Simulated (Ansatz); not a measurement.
A series of calculations on Al49N48

### Relaxation

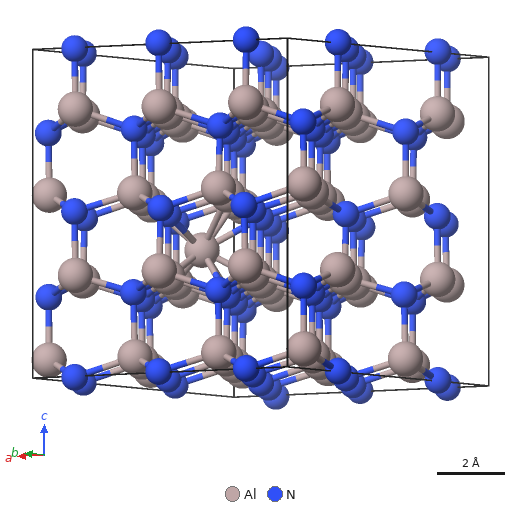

Starting structure of a defect cell of composition Al49N48 (cell charge +1). A ball-and-stick model of the cell of the calculation (origin shifted), seen from a free direction.

These are results of Ansatz, DFT, PBEsol, PAW, plane waves, not measurements.

Set-up: plane-wave cutoff 420 eV; k-point mesh 1 × 1 × 1; mesh shifted by (0.25, 0.25, 0.25); no spin polarisation; atoms relaxed in a fixed cell; force threshold 0.03 eV/Å; at most 80 steps.

```xyz
97
Lattice="9.3414 0.0000 0.0000 0.0000 10.7866 0.0000 0.0000 0.0000 9.9671" Properties=species:S:1:pos:R:3 pbc="T T T"
Al    1.5611    0.9028    2.4624
Al    1.5560    0.9040    7.4812
Al    9.3049    3.6094    2.4549
Al    9.3138    3.5654    7.4649
Al    4.6439    0.9099    2.4799
Al    4.6945    0.8671    7.4937
Al    3.1312    3.5847    2.4667
Al    3.1277    3.5902    7.4702
Al    1.5499    6.2568    2.4658
Al    1.5884    6.2715    7.4311
Al    9.3327    9.0108    2.4727
Al    9.3386    8.9876    7.4762
Al    7.8063    0.8842    2.5212
Al    7.7706    0.9003    7.4991
Al    6.2554    3.5736    2.4912
Al    6.2304    3.5875    7.4409
Al    4.6900    6.3060    2.4844
Al    4.6659    6.2626    7.4574
Al    3.1322    8.9799    2.4766
Al    3.1274    9.0034    7.4644
Al    7.7777    6.2986    2.5015
Al    7.7513    6.3050    7.4629
Al    6.2055    8.9769    2.4578
Al    6.2103    8.9847    7.4334
Al    0.0193    1.8016    4.9640
Al    0.0242    1.8041    0.0202
Al    3.0836    1.8148    4.9777
Al    3.1137    1.8109    9.9633
Al    1.5751    4.5060    4.9187
Al    1.5836    4.4754    9.9459
Al    9.3338    7.1985    4.9722
Al    0.0080    7.1885    0.0155
Al    6.2355    1.7778    4.9631
Al    6.2447    1.7979    0.0019
Al    4.6624    4.4953    4.9446
Al    4.6392    4.4881    0.0253
Al    3.1027    7.1898    4.9537
Al    3.1342    7.2015    9.9414
Al    1.5366    9.8825    4.9974
Al    1.5305    9.8761    9.9546
Al    7.7836    4.4805    5.0145
Al    7.7683    4.5203    9.9393
Al    6.2342    7.1750    4.9720
Al    6.2515    7.2034    0.0056
Al    4.6915    9.8876    4.9601
Al    4.6791    9.9137    9.9439
Al    7.7662    9.8897    4.9389
Al    7.7748    9.8802    0.0124
Al    6.2141    5.3723    5.8858
N     0.0306    1.7711    1.9046
N     0.0407    1.7874    6.8787
N     3.1351    1.7828    1.8830
N     3.1114    1.8057    6.9014
N     1.5460    4.4915    1.8877
N     1.5368    4.4921    6.8555
N     9.3259    7.1874    1.8952
N     9.2903    7.1629    6.8735
N     6.2152    1.8012    1.9184
N     6.1982    1.8161    6.8809
N     4.6698    4.4816    1.8572
N     4.6602    4.4982    6.8622
N     3.1192    7.1609    1.9200
N     3.1075    7.1823    6.8858
N     1.5293    9.8580    1.8884
N     1.5898    9.8830    6.8394
N     7.7996    4.4981    1.8946
N     7.7795    4.4652    6.8500
N     6.2329    7.1703    1.8824
N     6.2001    7.1963    6.8822
N     4.7004    9.9074    1.9087
N     4.6339    9.8986    6.8611
N     7.8032    9.8766    1.8491
N     7.7876    9.9090    6.8727
N     1.5572    0.8891    4.3923
N     1.5409    0.8509    9.3743
N     0.0205    3.5957    4.4027
N     9.3140    3.5845    9.3421
N     4.6670    0.8856    4.3642
N     4.6853    0.8960    9.3785
N     3.1288    3.5944    4.3751
N     3.0861    3.5963    9.3730
N     1.5649    6.2819    4.3701
N     1.5623    6.2753    9.3513
N     0.0262    8.9768    4.3808
N     0.0256    9.0052    9.3584
N     7.7618    0.9009    4.3688
N     7.7949    0.8979    9.3816
N     6.2268    3.5986    4.3928
N     6.2406    3.6443    9.3539
N     4.6633    6.2725    4.3975
N     4.6975    6.2584    9.3716
N     3.1078    9.0392    4.3663
N     3.0845    8.9827    9.3519
N     7.7894    6.3012    4.4052
N     7.7800    6.2814    9.3753
N     6.2519    9.0037    4.4110
N     6.2294    8.9917    9.3698
```

**Predict the outcome.**

After 12 geometry steps the energy has fallen by 6.629 eV per cell of the calculation. Largest force component: 6.3 eV/Å at the start, 0.023 eV/Å at the end. N61 moves most: 0.72 Å roughly along +c. Largest moves by element: N 0.72 Å, Al 0.62 Å. The lattice vectors keep their values. Near-neighbour distances that change, for instance: Al35–N61 1.918 → 3.229 Å, Al36–N61 3.130 → 2.300 Å, Al49–N94 2.353 → 2.916 Å, Al49–N88 2.318 → 2.849 Å. New bonds form: Al36–N61 (3.13 → 2.30 Å). Bonds break: Al35–N61 (1.92 → 3.23 Å). Among the angles between lasting bonds that change: Al49–Al35–N80 169.9° → 124.0°, Al8–N61–Al49 170.1° → 136.1°, Al16–N61–Al18 110.7° → 133.8°. The run took 3.2 min on 7 threads of Arm Neoverse-V2, peak memory 1.9 GiB.

History of the run:

| step | E − E(0), meV/atom | largest force component, eV/Å |
| --- | --- | --- |
| 0 | 0.00 | 6.2860 |
| 1 | -40.00 | 3.3062 |
| 2 | -61.48 | 2.2900 |
| 3 | -65.82 | 0.5657 |
| 4 | -66.51 | 0.1181 |
| 5 | -66.58 | 0.0718 |
| 6 | -66.79 | 0.1315 |
| 7 | -66.97 | 0.2051 |
| 8 | -67.35 | 0.4280 |
| 9 | -68.22 | 0.1368 |
| 10 | -68.28 | 0.3212 |
| 11 | -68.32 | 0.0820 |
| 12 | -68.34 | 0.0227 |

The end point in the same view:

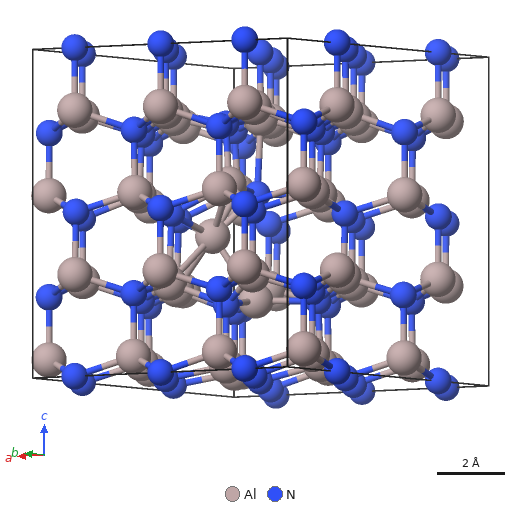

Limits of the set-up: the cell is charged, on a uniform background, and energies carry no finite-size correction.

### Relaxation

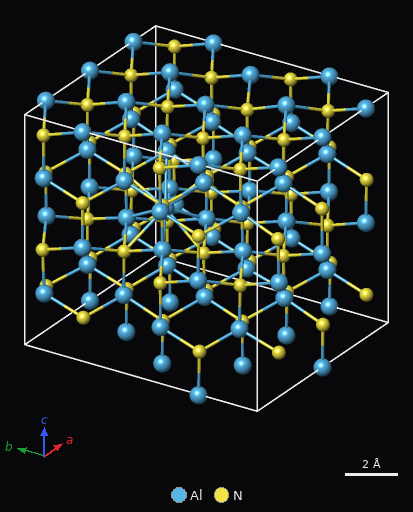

This is the input geometry for a relaxation of a defect cell of composition Al$_{49}$N$_{48}$ (cell charge +3). Style: ball-and-stick. Shown: the cell of the calculation (origin shifted), from a free direction.

The calculation used Ansatz 0.2.0, DFT, PBEsol, PAW, plane waves.

Settings: plane-wave cutoff 420 eV; k-point mesh 1 × 1 × 1; mesh shifted by (0.25, 0.25, 0.25); no spin polarisation; atoms relaxed in a fixed cell; force threshold 0.03 eV/Å; at most 80 steps.

```xyz
97
Lattice="9.3414 0.0000 0.0000 0.0000 10.7866 0.0000 0.0000 0.0000 9.9671" Properties=species:S:1:pos:R:3 pbc="T T T"
Al    1.5611    0.9028    2.4624
Al    1.5560    0.9040    7.4812
Al    9.3049    3.6094    2.4549
Al    9.3138    3.5654    7.4649
Al    4.6439    0.9099    2.4799
Al    4.6945    0.8671    7.4937
Al    3.1312    3.5847    2.4667
Al    3.1277    3.5902    7.4702
Al    1.5499    6.2568    2.4658
Al    1.5884    6.2715    7.4311
Al    9.3327    9.0108    2.4727
Al    9.3386    8.9876    7.4762
Al    7.8063    0.8842    2.5212
Al    7.7706    0.9003    7.4991
Al    6.2554    3.5736    2.4912
Al    6.2304    3.5875    7.4409
Al    4.6900    6.3060    2.4844
Al    4.6659    6.2626    7.4574
Al    3.1322    8.9799    2.4766
Al    3.1274    9.0034    7.4644
Al    7.7777    6.2986    2.5015
Al    7.7513    6.3050    7.4629
Al    6.2055    8.9769    2.4578
Al    6.2103    8.9847    7.4334
Al    0.0193    1.8016    4.9640
Al    0.0242    1.8041    0.0202
Al    3.0836    1.8148    4.9777
Al    3.1137    1.8109    9.9633
Al    1.5751    4.5060    4.9187
Al    1.5836    4.4754    9.9459
Al    9.3338    7.1985    4.9722
Al    0.0080    7.1885    0.0155
Al    6.2355    1.7778    4.9631
Al    6.2447    1.7979    0.0019
Al    4.6624    4.4953    4.9446
Al    4.6392    4.4881    0.0253
Al    3.1027    7.1898    4.9537
Al    3.1342    7.2015    9.9414
Al    1.5366    9.8825    4.9974
Al    1.5305    9.8761    9.9546
Al    7.7836    4.4805    5.0145
Al    7.7683    4.5203    9.9393
Al    6.2342    7.1750    4.9720
Al    6.2515    7.2034    0.0056
Al    4.6915    9.8876    4.9601
Al    4.6791    9.9137    9.9439
Al    7.7662    9.8897    4.9389
Al    7.7748    9.8802    0.0124
Al    6.2141    5.3723    5.8858
N     0.0306    1.7711    1.9046
N     0.0407    1.7874    6.8787
N     3.1351    1.7828    1.8830
N     3.1114    1.8057    6.9014
N     1.5460    4.4915    1.8877
N     1.5368    4.4921    6.8555
N     9.3259    7.1874    1.8952
N     9.2903    7.1629    6.8735
N     6.2152    1.8012    1.9184
N     6.1982    1.8161    6.8809
N     4.6698    4.4816    1.8572
N     4.6602    4.4982    6.8622
N     3.1192    7.1609    1.9200
N     3.1075    7.1823    6.8858
N     1.5293    9.8580    1.8884
N     1.5898    9.8830    6.8394
N     7.7996    4.4981    1.8946
N     7.7795    4.4652    6.8500
N     6.2329    7.1703    1.8824
N     6.2001    7.1963    6.8822
N     4.7004    9.9074    1.9087
N     4.6339    9.8986    6.8611
N     7.8032    9.8766    1.8491
N     7.7876    9.9090    6.8727
N     1.5572    0.8891    4.3923
N     1.5409    0.8509    9.3743
N     0.0205    3.5957    4.4027
N     9.3140    3.5845    9.3421
N     4.6670    0.8856    4.3642
N     4.6853    0.8960    9.3785
N     3.1288    3.5944    4.3751
N     3.0861    3.5963    9.3730
N     1.5649    6.2819    4.3701
N     1.5623    6.2753    9.3513
N     0.0262    8.9768    4.3808
N     0.0256    9.0052    9.3584
N     7.7618    0.9009    4.3688
N     7.7949    0.8979    9.3816
N     6.2268    3.5986    4.3928
N     6.2406    3.6443    9.3539
N     4.6633    6.2725    4.3975
N     4.6975    6.2584    9.3716
N     3.1078    9.0392    4.3663
N     3.0845    8.9827    9.3519
N     7.7894    6.3012    4.4052
N     7.7800    6.2814    9.3753
N     6.2519    9.0037    4.4110
N     6.2294    8.9917    9.3698
```

> Predict the outcome.

After 5 geometry steps the energy has fallen by 8.652 eV per cell of the calculation. Largest force component: 9.7 eV/Å at the start, 0.03 eV/Å at the end. The largest moves, 0.33 Å, are those of Al41 and Al43. Al41 goes along [2 −1 −3]. By element the largest moves are Al 0.33 Å, N 0.16 Å. The cell stays as it was. Among the contacts that change: Al41–Al49 2.004 → 2.334 Å, Al35–Al49 2.016 → 2.333 Å, Al43–Al49 2.021 → 2.336 Å, Al41–N67 1.836 → 2.070 Å. Bond angles that change, for instance: Al41–N94–Al43 110.1° → 133.0°, Al35–N88–Al41 111.4° → 132.6°, N61–Al18–N69 112.0° → 96.0°.

The end point in the same view:

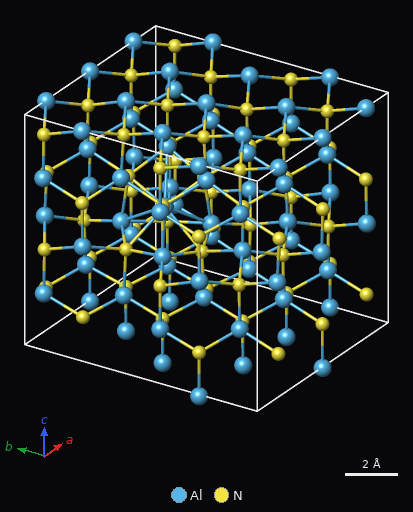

Limits of the set-up: the cell is charged, on a uniform background, and energies carry no finite-size correction.

### Defect

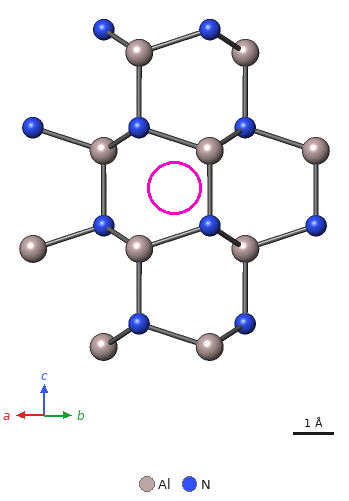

Perfect AlN. A ball-and-stick model of the atoms within 4.6 Å of one point, in a slice 4.2 Å thick across the line of sight, seen along [110].

Method: DFT, PBEsol, PAW, plane waves (Ansatz 0.2.0). Settings: plane-wave cutoff 420 eV; k-point mesh 1 × 1 × 1; mesh shifted by (0.25, 0.25, 0.25); no spin polarisation. Fermi-Dirac smearing of 0.01 eV. A uniform background neutralises the charged cell. The axes drawn are those of the host's conventional cell.

An extra aluminium atom is put between the host's atoms (an interstitial) at the ringed place, in charge state +3. The supercell has 96 sites, and the atoms are relaxed at the host's cell.

Question: Predict the relaxed surroundings of the defect.

Answer: The Al atom starts with 6 N at 2.03 to 2.37 Å, 6 Al at 2.03 to 2.37 Å around its place and ends with 6 N at 1.91 to 2.27 Å. Of the host's atoms, an aluminium atom moves furthest from its site, by 0.32 Å. The Al atom itself moves 0.06 Å from where it was put.

The relaxed defect, seen from the same direction:

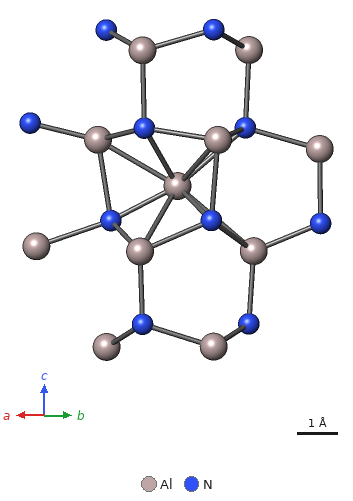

Limits of the set-up: the cell is charged, on a uniform background, and energies carry no finite-size correction.
